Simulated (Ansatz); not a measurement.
Run report: Si108C108, single-point calculation (part 2 of 2)

Si108C108 (216 atoms in the cell); DFT, PBEsol, PAW, plane waves (Ansatz 0.2.0); cutoff 420 eV, 1×1×1 k-mesh, Fermi–Dirac smearing of 0.01 eV. The structure was built on a prototype by a generator.

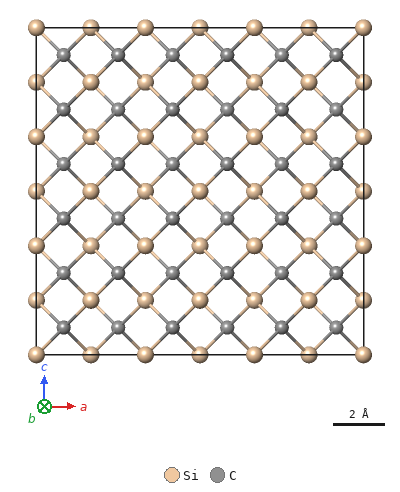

Figure 1. The input geometry (ball-and-stick view of the cell of the calculation, along the b axis).

Output, continued:
```
--- Forces (eV/Å), atoms counted from 1 ---
  atom   1  Si    -0.00000000     0.00000000     0.00000000
  atom   2  Si    -0.00000000    -0.00000000     0.00000000
  atom   3  Si    -0.00000000     0.00000000     0.00000000
  atom   4  Si     0.00000000    -0.00000000     0.00000000
  atom   5  Si    -0.00000000    -0.00000000    -0.00000000
  atom   6  Si    -0.00000000    -0.00000000     0.00000000
  atom   7  Si     0.00000000     0.00000000     0.00000000
  atom   8  Si    -0.00000000     0.00000000    -0.00000000
  atom   9  Si     0.00000000     0.00000000     0.00000000
  atom  10  Si    -0.00000000    -0.00000000     0.00000000
  atom  11  Si     0.00000000    -0.00000000     0.00000000
  atom  12  Si    -0.00000000    -0.00000000     0.00000000
  atom  13  Si     0.00000000    -0.00000000     0.00000000
  atom  14  Si     0.00000000    -0.00000000     0.00000000
  atom  15  Si     0.00000000    -0.00000000     0.00000000
  atom  16  Si    -0.00000000    -0.00000000     0.00000000
  atom  17  Si    -0.00000000    -0.00000000     0.00000000
  atom  18  Si    -0.00000000    -0.00000000     0.00000000
  atom  19  Si    -0.00000000     0.00000000    -0.00000000
  atom  20  Si     0.00000000    -0.00000000    -0.00000000
  atom  21  Si    -0.00000000     0.00000000    -0.00000000
  atom  22  Si     0.00000000     0.00000000    -0.00000000
  atom  23  Si     0.00000000    -0.00000000    -0.00000000
  atom  24  Si     0.00000000     0.00000000    -0.00000000
  atom  25  Si    -0.00000000     0.00000000    -0.00000000
  atom  26  Si    -0.00000000     0.00000000    -0.00000000
  atom  27  Si    -0.00000000     0.00000000    -0.00000000
  atom  28  Si     0.00000000     0.00000000     0.00000000
  atom  29  Si    -0.00000000    -0.00000000     0.00000000
  atom  30  Si     0.00000000     0.00000000     0.00000000
  atom  31  Si    -0.00000000    -0.00000000     0.00000000
  atom  32  Si     0.00000000     0.00000000     0.00000000
  atom  33  Si    -0.00000000     0.00000000     0.00000000
  atom  34  Si    -0.00000000     0.00000000     0.00000000
  atom  35  Si    -0.00000000     0.00000000     0.00000000
  atom  36  Si    -0.00000000     0.00000000     0.00000000
  atom  37  Si     0.00000000    -0.00000000    -0.00000000
  atom  38  Si    -0.00000000    -0.00000000    -0.00000000
  atom  39  Si    -0.00000000    -0.00000000     0.00000000
  atom  40  Si     0.00000000    -0.00000000    -0.00000000
  atom  41  Si    -0.00000000    -0.00000000    -0.00000000
  atom  42  Si    -0.00000000    -0.00000000     0.00000000
  atom  43  Si    -0.00000000    -0.00000000     0.00000000
  atom  44  Si     0.00000000    -0.00000000    -0.00000000
  atom  45  Si    -0.00000000     0.00000000    -0.00000000
  atom  46  Si    -0.00000000    -0.00000000    -0.00000000
  atom  47  Si    -0.00000000    -0.00000000    -0.00000000
  atom  48  Si    -0.00000000    -0.00000000    -0.00000000
  atom  49  Si    -0.00000000    -0.00000000    -0.00000000
  atom  50  Si    -0.00000000    -0.00000000    -0.00000000
  atom  51  Si     0.00000000    -0.00000000    -0.00000000
  atom  52  Si     0.00000000    -0.00000000    -0.00000000
  atom  53  Si    -0.00000000    -0.00000000    -0.00000000
  atom  54  Si     0.00000000    -0.00000000    -0.00000000
  atom  55  Si    -0.00000000     0.00000000     0.00000000
  atom  56  Si     0.00000000     0.00000000     0.00000000
  atom  57  Si    -0.00000000     0.00000000     0.00000000
  atom  58  Si    -0.00000000     0.00000000     0.00000000
  atom  59  Si     0.00000000    -0.00000000     0.00000000
  atom  60  Si    -0.00000000     0.00000000     0.00000000
  atom  61  Si    -0.00000000     0.00000000     0.00000000
  atom  62  Si     0.00000000     0.00000000     0.00000000
  atom  63  Si    -0.00000000     0.00000000     0.00000000
  atom  64  Si     0.00000000    -0.00000000     0.00000000
  atom  65  Si    -0.00000000    -0.00000000     0.00000000
  atom  66  Si    -0.00000000     0.00000000    -0.00000000
  atom  67  Si    -0.00000000    -0.00000000    -0.00000000
  atom  68  Si     0.00000000     0.00000000    -0.00000000
  atom  69  Si    -0.00000000    -0.00000000    -0.00000000
  atom  70  Si    -0.00000000     0.00000000    -0.00000000
  atom  71  Si    -0.00000000     0.00000000     0.00000000
  atom  72  Si    -0.00000000     0.00000000     0.00000000
  atom  73  Si     0.00000000    -0.00000000    -0.00000000
  atom  74  Si    -0.00000000    -0.00000000    -0.00000000
  atom  75  Si     0.00000000    -0.00000000    -0.00000000
  atom  76  Si    -0.00000000    -0.00000000    -0.00000000
  atom  77  Si    -0.00000000    -0.00000000    -0.00000000
  atom  78  Si    -0.00000000    -0.00000000     0.00000000
  atom  79  Si    -0.00000000    -0.00000000    -0.00000000
  atom  80  Si    -0.00000000    -0.00000000    -0.00000000
  atom  81  Si     0.00000000     0.00000000    -0.00000000
  atom  82  Si    -0.00000000    -0.00000000     0.00000000
  atom  83  Si     0.00000000    -0.00000000     0.00000000
  atom  84  Si     0.00000000    -0.00000000     0.00000000
  atom  85  Si    -0.00000000     0.00000000     0.00000000
  atom  86  Si     0.00000000    -0.00000000     0.00000000
  atom  87  Si     0.00000000    -0.00000000     0.00000000
  atom  88  Si    -0.00000000     0.00000000     0.00000000
  atom  89  Si     0.00000000     0.00000000     0.00000000
  atom  90  Si    -0.00000000     0.00000000     0.00000000
  atom  91  Si    -0.00000000    -0.00000000     0.00000000
  atom  92  Si    -0.00000000    -0.00000000     0.00000000
  atom  93  Si    -0.00000000    -0.00000000     0.00000000
  atom  94  Si    -0.00000000    -0.00000000     0.00000000
  atom  95  Si    -0.00000000    -0.00000000     0.00000000
  atom  96  Si    -0.00000000    -0.00000000     0.00000000
  atom  97  Si    -0.00000000    -0.00000000     0.00000000
  atom  98  Si    -0.00000000    -0.00000000     0.00000000
  atom  99  Si    -0.00000000     0.00000000     0.00000000
  atom 100  Si     0.00000000    -0.00000000    -0.00000000
  atom 101  Si    -0.00000000    -0.00000000    -0.00000000
  atom 102  Si     0.00000000    -0.00000000    -0.00000000
  atom 103  Si    -0.00000000     0.00000000    -0.00000000
  atom 104  Si     0.00000000     0.00000000    -0.00000000
  atom 105  Si     0.00000000     0.00000000    -0.00000000
  atom 106  Si    -0.00000000     0.00000000    -0.00000000
  atom 107  Si    -0.00000000     0.00000000    -0.00000000
  atom 108  Si    -0.00000000    -0.00000000    -0.00000000
  atom 109  C      0.00000000    -0.00000000     0.00000000
  atom 110  C      0.00000000    -0.00000000     0.00000000
  atom 111  C      0.00000000    -0.00000000     0.00000000
  atom 112  C      0.00000000    -0.00000000    -0.00000000
  atom 113  C      0.00000000     0.00000000    -0.00000000
  atom 114  C      0.00000000    -0.00000000     0.00000000
  atom 115  C      0.00000000    -0.00000000     0.00000000
  atom 116  C      0.00000000    -0.00000000     0.00000000
  atom 117  C      0.00000000    -0.00000000    -0.00000000
  atom 118  C      0.00000000     0.00000000     0.00000000
  atom 119  C      0.00000000     0.00000000     0.00000000
  atom 120  C      0.00000000     0.00000000     0.00000000
  atom 121  C      0.00000000     0.00000000     0.00000000
  atom 122  C      0.00000000     0.00000000     0.00000000
  atom 123  C      0.00000000    -0.00000000     0.00000000
  atom 124  C      0.00000000     0.00000000     0.00000000
  atom 125  C      0.00000000     0.00000000     0.00000000
  atom 126  C      0.00000000     0.00000000     0.00000000
  atom 127  C      0.00000000    -0.00000000     0.00000000
  atom 128  C      0.00000000    -0.00000000     0.00000000
  atom 129  C      0.00000000    -0.00000000     0.00000000
  atom 130  C      0.00000000     0.00000000     0.00000000
  atom 131  C      0.00000000     0.00000000     0.00000000
  atom 132  C      0.00000000     0.00000000     0.00000000
  atom 133  C      0.00000000     0.00000000     0.00000000
  atom 134  C      0.00000000     0.00000000     0.00000000
  atom 135  C      0.00000000    -0.00000000     0.00000000
  atom 136  C      0.00000000    -0.00000000     0.00000000
  atom 137  C      0.00000000     0.00000000     0.00000000
  atom 138  C      0.00000000     0.00000000     0.00000000
  atom 139  C      0.00000000     0.00000000     0.00000000
  atom 140  C      0.00000000     0.00000000     0.00000000
  atom 141  C      0.00000000     0.00000000     0.00000000
  atom 142  C      0.00000000     0.00000000     0.00000000
  atom 143  C      0.00000000    -0.00000000     0.00000000
  atom 144  C      0.00000000    -0.00000000     0.00000000
  atom 145  C      0.00000000    -0.00000000    -0.00000000
  atom 146  C      0.00000000    -0.00000000    -0.00000000
  atom 147  C      0.00000000    -0.00000000    -0.00000000
  atom 148  C      0.00000000    -0.00000000    -0.00000000
  atom 149  C      0.00000000    -0.00000000    -0.00000000
  atom 150  C      0.00000000    -0.00000000    -0.00000000
  atom 151  C      0.00000000    -0.00000000    -0.00000000
  atom 152  C      0.00000000    -0.00000000    -0.00000000
  atom 153  C      0.00000000    -0.00000000    -0.00000000
  atom 154  C      0.00000000     0.00000000    -0.00000000
  atom 155  C      0.00000000     0.00000000     0.00000000
  atom 156  C      0.00000000    -0.00000000    -0.00000000
  atom 157  C      0.00000000     0.00000000     0.00000000
  atom 158  C      0.00000000     0.00000000     0.00000000
  atom 159  C      0.00000000     0.00000000    -0.00000000
  atom 160  C      0.00000000    -0.00000000    -0.00000000
  atom 161  C      0.00000000    -0.00000000     0.00000000
  atom 162  C      0.00000000    -0.00000000     0.00000000
  atom 163  C      0.00000000     0.00000000     0.00000000
  atom 164  C      0.00000000    -0.00000000     0.00000000
  atom 165  C      0.00000000    -0.00000000     0.00000000
  atom 166  C      0.00000000     0.00000000     0.00000000
  atom 167  C      0.00000000     0.00000000     0.00000000
  atom 168  C      0.00000000     0.00000000     0.00000000
  atom 169  C      0.00000000     0.00000000     0.00000000
  atom 170  C      0.00000000    -0.00000000     0.00000000
  atom 171  C      0.00000000     0.00000000     0.00000000
  atom 172  C      0.00000000    -0.00000000    -0.00000000
  atom 173  C      0.00000000    -0.00000000    -0.00000000
  atom 174  C      0.00000000    -0.00000000    -0.00000000
  atom 175  C      0.00000000    -0.00000000    -0.00000000
  atom 176  C      0.00000000    -0.00000000    -0.00000000
  atom 177  C      0.00000000    -0.00000000    -0.00000000
  atom 178  C      0.00000000    -0.00000000    -0.00000000
  atom 179  C      0.00000000    -0.00000000    -0.00000000
  atom 180  C      0.00000000    -0.00000000    -0.00000000
  atom 181  C      0.00000000    -0.00000000     0.00000000
  atom 182  C      0.00000000    -0.00000000     0.00000000
  atom 183  C      0.00000000    -0.00000000     0.00000000
  atom 184  C      0.00000000    -0.00000000     0.00000000
  atom 185  C      0.00000000     0.00000000     0.00000000
  atom 186  C      0.00000000     0.00000000     0.00000000
  atom 187  C      0.00000000    -0.00000000    -0.00000000
  atom 188  C      0.00000000     0.00000000     0.00000000
  atom 189  C      0.00000000    -0.00000000     0.00000000
  atom 190  C      0.00000000     0.00000000     0.00000000
  atom 191  C      0.00000000    -0.00000000     0.00000000
  atom 192  C      0.00000000    -0.00000000     0.00000000
  atom 193  C      0.00000000    -0.00000000     0.00000000
  atom 194  C      0.00000000     0.00000000    -0.00000000
  atom 195  C      0.00000000    -0.00000000    -0.00000000
  atom 196  C      0.00000000    -0.00000000     0.00000000
  atom 197  C      0.00000000    -0.00000000     0.00000000
  atom 198  C      0.00000000    -0.00000000     0.00000000
  atom 199  C      0.00000000     0.00000000     0.00000000
  atom 200  C      0.00000000     0.00000000     0.00000000
  atom 201  C      0.00000000     0.00000000     0.00000000
  atom 202  C      0.00000000     0.00000000     0.00000000
  atom 203  C      0.00000000     0.00000000     0.00000000
  atom 204  C      0.00000000     0.00000000     0.00000000
  atom 205  C      0.00000000     0.00000000     0.00000000
  atom 206  C      0.00000000     0.00000000     0.00000000
  atom 207  C      0.00000000     0.00000000     0.00000000
  atom 208  C      0.00000000     0.00000000     0.00000000
  atom 209  C      0.00000000     0.00000000     0.00000000
  atom 210  C      0.00000000    -0.00000000     0.00000000
  atom 211  C      0.00000000     0.00000000    -0.00000000
  atom 212  C      0.00000000     0.00000000     0.00000000
  atom 213  C      0.00000000    -0.00000000     0.00000000
  atom 214  C      0.00000000    -0.00000000     0.00000000
  atom 215  C      0.00000000    -0.00000000     0.00000000
  atom 216  C      0.00000000     0.00000000     0.00000000
  max |Σ_I F_I| component: 1.43e-22 eV/Å
--- Stress (GPa, compression-positive) ---
        0.024826      -0.000000      -0.000000
       -0.000000       0.024826       0.000000
       -0.000000      -0.000000       0.024826
  P = ⅓ Tr σ = 0.0248 GPa (0.248 kbar)
--- Band table (eV) ---
  k-point 0: bands = ["-5.9946", "-5.2716", "-5.2716", "-5.2716", "-5.2716", "-5.2716", "-5.2716", "-4.5722", "-4.5722", "-4.5722", ... 438 levels left out ..., "13.1479", "13.1479", "13.1479", "13.1479", "13.1479", "13.3340", "13.3340", "13.3340", "13.3340", "13.3340", "13.3340", "13.3340", "13.3340", "13.3340", "13.3340", "13.3340", "13.3340", "13.6338", "13.6338", "13.6338", "14.1705", "14.1705", "14.1705", "14.1705", "14.1705", "14.1705", "14.1705", "14.1705", "14.1705",
      "14.1705", "14.1705", "14.1705", "14.1705", "14.1705", "14.1705", "14.1705", "14.1705", "14.1705", "14.1705", "14.1705", "14.1705", "14.1705", "14.1705", "14.1705", "14.2351", "14.2351", "14.2351", "14.2351", "14.2351", "14.2351", "14.2351", "14.2351", "14.2351", "14.2351", "14.2351", "14.2351", "14.2351", "14.2351", "14.2351", "14.2351", "14.2351", "14.2351", "14.2351", "14.2351", "14.2351", "14.2351", "14.2351", "14.2351", "14.5268",
      "14.5268", "14.5268", "14.5268", "14.5268", "14.5268", "14.8874", "14.8874", "14.8874", "14.8874", "14.8874", "14.8874", "15.0545", "15.0545", "15.0545", "15.0545", "15.0545", "15.0545", "15.0545", "15.0545", "15.6112", "16.3946", "16.3946", "16.3946", "16.3946", "16.3946", "16.3946", "16.3946", "16.3946", "16.3946", "16.3946", "16.3946", "16.3946", "16.4281", "16.4281", "16.4281", "16.4281", "16.4281", "16.4281", "16.4281", "16.4281",
      "16.4281", "16.4281", "16.4281", "16.4281", "16.6773", "16.6773", "16.6773", "16.7115", "16.7115", "16.7115", "16.7115", "16.7115", "16.7115", "16.9512", "16.9512", "16.9512", "16.9512", "16.9512", "16.9512", "16.9512", "16.9512", "16.9512", "16.9512", "16.9512", "16.9512", "16.9994", "16.9994", "16.9994", "16.9994", "16.9994", "16.9994", "16.9994", "16.9994", "16.9994", "16.9994", "16.9994", "16.9994", "16.9994", "16.9994", "16.9994",
      "16.9994", "17.0874", "17.0874", "17.0874", "17.0874", "17.0874", "17.0874", "17.0874", "17.0874", "17.0874", "17.0874", "17.0874", "17.0874", "17.0874", "17.0874", "17.0874", "17.0874", "17.0874", "17.0874", "17.0874", "17.0874", "17.0874", "17.0874", "17.0874", "17.0874", "17.1815", "17.1815", "17.1815", "17.1815", "17.1815", "17.1815", "17.1815", "17.1815", "17.1815", "17.1815", "17.1815", "17.1815", "17.1815", "17.1815", "17.1815",
      "17.1815", "17.1815", "17.1815", "17.1815", "17.1815", "17.1815", "17.1815", "17.1815", "17.1815", "17.4373", "17.4373"]
--- Löwdin populations: 216 sites ---
  site symbol       q [e]
     0     Si      2.9615
     1     Si      2.9615
     2     Si      2.9615
     3     Si      2.9615
     4     Si      2.9615
     5     Si      2.9615
     6     Si      2.9615
     7     Si      2.9615
     8     Si      2.9615
     9     Si      2.9615
    10     Si      2.9615
    11     Si      2.9615
    12     Si      2.9615
    13     Si      2.9615
    14     Si      2.9615
    15     Si      2.9615
    16     Si      2.9615
    17     Si      2.9615
    18     Si      2.9615
    19     Si      2.9615
    20     Si      2.9615
    21     Si      2.9615
    22     Si      2.9615
    23     Si      2.9615
    24     Si      2.9615
    25     Si      2.9615
    26     Si      2.9615
    27     Si      2.9615
    28     Si      2.9615
    29     Si      2.9615
    30     Si      2.9615
    31     Si      2.9615
    32     Si      2.9615
    33     Si      2.9615
    34     Si      2.9615
    35     Si      2.9615
    36     Si      2.9615
    37     Si      2.9615
    38     Si      2.9615
    39     Si      2.9615
    40     Si      2.9615
    41     Si      2.9615
    42     Si      2.9615
    43     Si      2.9615
    44     Si      2.9615
    45     Si      2.9615
    46     Si      2.9615
    47     Si      2.9615
    48     Si      2.9615
    49     Si      2.9615
    50     Si      2.9615
    51     Si      2.9615
    52     Si      2.9615
    53     Si      2.9615
    54     Si      2.9615
    55     Si      2.9615
    56     Si      2.9615
    57     Si      2.9615
    58     Si      2.9615
    59     Si      2.9615
    60     Si      2.9615
    61     Si      2.9615
    62     Si      2.9615
    63     Si      2.9615
    64     Si      2.9615
    65     Si      2.9615
    66     Si      2.9615
    67     Si      2.9615
    68     Si      2.9615
    69     Si      2.9615
    70     Si      2.9615
    71     Si      2.9615
    72     Si      2.9615
    73     Si      2.9615
    74     Si      2.9615
    75     Si      2.9615
    76     Si      2.9615
    77     Si      2.9615
    78     Si      2.9615
    79     Si      2.9615
    80     Si      2.9615
    81     Si      2.9615
    82     Si      2.9615
    83     Si      2.9615
    84     Si      2.9615
    85     Si      2.9615
    86     Si      2.9615
    87     Si      2.9615
    88     Si      2.9615
    89     Si      2.9615
    90     Si      2.9615
    91     Si      2.9615
    92     Si      2.9615
    93     Si      2.9615
    94     Si      2.9615
    95     Si      2.9615
    96     Si      2.9615
    97     Si      2.9615
    98     Si      2.9615
    99     Si      2.9615
   100     Si      2.9615
   101     Si      2.9615
   102     Si      2.9615
   103     Si      2.9615
   104     Si      2.9615
   105     Si      2.9615
   106     Si      2.9615
   107     Si      2.9615
   108      C      4.9621
   109      C      4.9621
   110      C      4.9621
   111      C      4.9621
   112      C      4.9621
   113      C      4.9621
   114      C      4.9621
   115      C      4.9621
   116      C      4.9621
   117      C      4.9621
   118      C      4.9621
   119      C      4.9621
   120      C      4.9621
   121      C      4.9621
   122      C      4.9621
   123      C      4.9621
   124      C      4.9621
   125      C      4.9621
   126      C      4.9621
   127      C      4.9621
   128      C      4.9621
   129      C      4.9621
   130      C      4.9621
   131      C      4.9621
   132      C      4.9621
   133      C      4.9621
   134      C      4.9621
   135      C      4.9621
   136      C      4.9621
   137      C      4.9621
   138      C      4.9621
   139      C      4.9621
   140      C      4.9621
   141      C      4.9621
   142      C      4.9621
   143      C      4.9621
   144      C      4.9621
   145      C      4.9621
   146      C      4.9621
   147      C      4.9621
   148      C      4.9621
   149      C      4.9621
   150      C      4.9621
   151      C      4.9621
   152      C      4.9621
   153      C      4.9621
   154      C      4.9621
   155      C      4.9621
   156      C      4.9621
   157      C      4.9621
   158      C      4.9621
   159      C      4.9621
   160      C      4.9621
   161      C      4.9621
   162      C      4.9621
   163      C      4.9621
   164      C      4.9621
   165      C      4.9621
   166      C      4.9621
   167      C      4.9621
   168      C      4.9621
   169      C      4.9621
   170      C      4.9621
   171      C      4.9621
   172      C      4.9621
   173      C      4.9621
   174      C      4.9621
   175      C      4.9621
   176      C      4.9621
   177      C      4.9621
   178      C      4.9621
   179      C      4.9621
   180      C      4.9621
   181      C      4.9621
   182      C      4.9621
   183      C      4.9621
   184      C      4.9621
   185      C      4.9621
   186      C      4.9621
   187      C      4.9621
   188      C      4.9621
   189      C      4.9621
   190      C      4.9621
   191      C      4.9621
   192      C      4.9621
   193      C      4.9621
   194      C      4.9621
   195      C      4.9621
   196      C      4.9621
   197      C      4.9621
   198      C      4.9621
   199      C      4.9621
   200      C      4.9621
   201      C      4.9621
   202      C      4.9621
   203      C      4.9621
   204      C      4.9621
   205      C      4.9621
   206      C      4.9621
   207      C      4.9621
   208      C      4.9621
   209      C      4.9621
   210      C      4.9621
   211      C      4.9621
   212      C      4.9621
   213      C      4.9621
   214      C      4.9621
   215      C      4.9621
  spilling = 0.009557 (of n_electrons = 864.000000)
```
